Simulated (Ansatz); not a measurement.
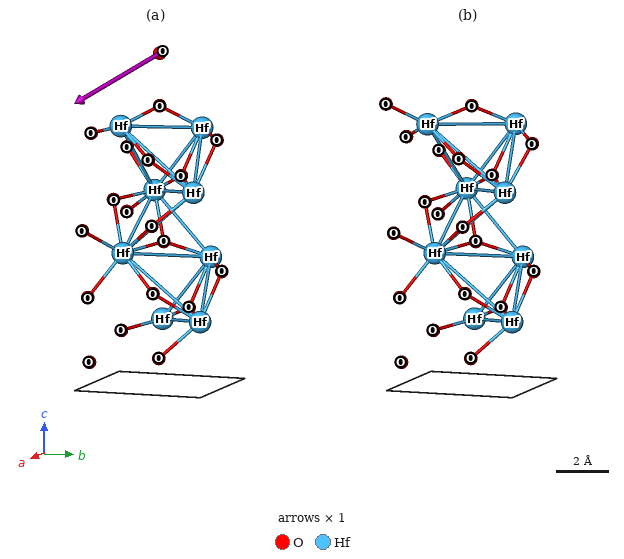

The structure of a slab of composition Hf8O17 (cut from the P2_1/c phase) before (left) and after (right) a constrained relaxation, at one scale. The purple arrows give the displacements, at their true length.

A ball-and-stick model of the cell of the calculation, outlined in the plane, without the vacuum (origin shifted), seen slightly off an axis.

Case: 1 O a cell, anchor, over a top O site. The slab is the (0 0 1) face of HfO2 with O on it. 12 atoms are held fixed.

Method: DFT PBE+D3(BJ), scalar-relativistic, plane waves, PAW in Ansatz 0.2.0.

Input file:
```yaml
crystal:
  lattice:
    - [5.126095951, 0.0, 0.0]
    - [0.0, 5.2021810339, 0.0]
    - [0.0, 0.0, 27.7472087125]
  atoms:
    - { symbol: O, position: [0.6347922139, 0.2419181659, 0.2883172892] }
    - { symbol: O, position: [0.5361300045, 0.7580818341, 0.2961752936] }
    - { symbol: O, position: [0.1832406025, 0.3358219387, 0.322068142] }
    - { symbol: Hf, position: [0.8445046138, 0.5424419743, 0.3315124605] }
    - { symbol: Hf, position: [0.4118787139, 0.0424419743, 0.3472748593] }
    - { symbol: O, position: [0.0731427251, 0.8358219387, 0.3567191777] }
    - { symbol: O, position: [0.7202533231, 0.2580818341, 0.3826120262] }
    - { symbol: O, position: [0.6215911137, 0.7419181659, 0.3904700305] }
    - { symbol: O, position: [0.2687017117, 0.1641780613, 0.4163628789] }
    - { symbol: Hf, position: [0.929965723, 0.9575580257, 0.4258071973] }
    - { symbol: Hf, position: [0.4973398231, 0.4575580257, 0.4415695962] }
    - { symbol: O, position: [0.1586038343, 0.6641780613, 0.4510139147] }
    - { symbol: O, position: [0.8059420475, 0.2460642658, 0.4796778172] }
    - { symbol: O, position: [0.7067388764, 0.7615638145, 0.4885251036] }
    - { symbol: O, position: [0.3491442613, 0.3320972083, 0.5124346173] }
    - { symbol: Hf, position: [0.0175366314, 0.5413107222, 0.5188912978] }
    - { symbol: Hf, position: [0.5904576601, 0.0520258638, 0.5359348439] }
    - { symbol: O, position: [0.2455560568, 0.8350206696, 0.5484930426] }
    - { symbol: O, position: [0.8783699597, 0.2748948508, 0.5740721046] }
    - { symbol: O, position: [0.7865196321, 0.7638673486, 0.5848979691] }
    - { symbol: O, position: [0.4223968141, 0.1807706014, 0.6072264576] }
    - { symbol: Hf, position: [0.1146506409, 0.9534605005, 0.6142279127] }
    - { symbol: Hf, position: [0.6193644076, 0.485390975, 0.6257147404] }
    - { symbol: O, position: [0.3129574154, 0.6861994464, 0.6481802624] }
    - { symbol: O, position: [0.3129574154, 0.6861994464, 0.722782361], spin: 2.0 }
basis:
  ecutwfc: 420
kpoints:
  mp_grid: { grid: [3, 3, 1] }
hamiltonian:
  xc: pbe
  dispersion: d3bj
scf:
  occupations: { method: gaussian, width: 0.05 }
output:
  forces: true
  eigenvalues: true
  populations: true
  write_density: true
  write_potential: true
  elf: true
  volumetric_format: npy
magnetization:
  spin_polarized: true
relax:
  adjacent_minimum: "off"
  f_tol: 0.04
  max_steps: 100
  constraints: [{ sites: [0, 1, 2, 3, 4, 5, 6, 7, 8, 9, 10, 11] }]
efield:
  axis: 3
  dipole_correction: true
  ramp_width: 0.04
```

Command:
```bash
ansatz run input.yaml --threads 8 --pin off --max-ram 20480MiB --backend cpu --events-out ev --progress --plain --runs-dir out
```

What changed between the two?

O25 moves most: 4.21 Å at 66° to the normal (−c side). By element the largest moves are O 4.21 Å, Hf 0.23 Å. The cell doesn't change. Some distances before and after: Hf22–O25 6.363 → 2.058 Å, Hf23–O25 3.288 → 1.997 Å, Hf22–Hf23 3.769 → 3.483 Å, Hf22–Hf23 (another image) 3.567 → 3.839 Å. New bonds form: Hf22–O25 (6.36 → 2.06 Å), Hf23–O25 (3.29 → 2.00 Å). Bond angles that change, for instance: Hf22–O19–Hf23 110.5° → 95.6°, Hf22–O24–Hf23 129.1° → 138.9°, Hf16–O19–Hf17 102.8° → 111.9°. After 26 geometry steps the energy has fallen by 8.134 eV per cell of the calculation. The largest force component goes from 1.8 to 0.011 eV/Å. The run may lie on a higher electronic state than the lowest, so the end point isn't shown to be the ground-state structure. Cost: 19 min on 8 threads of Intel(R) Xeon(R) Platinum 8259CL CPU @ 2.50GHz (Skylake/Cascade Lake), on a shared host, peak memory 5.2 GiB.

Limits of the set-up: the periodic images lie only 5.1 Å apart, so the values are limited by the cell's size.
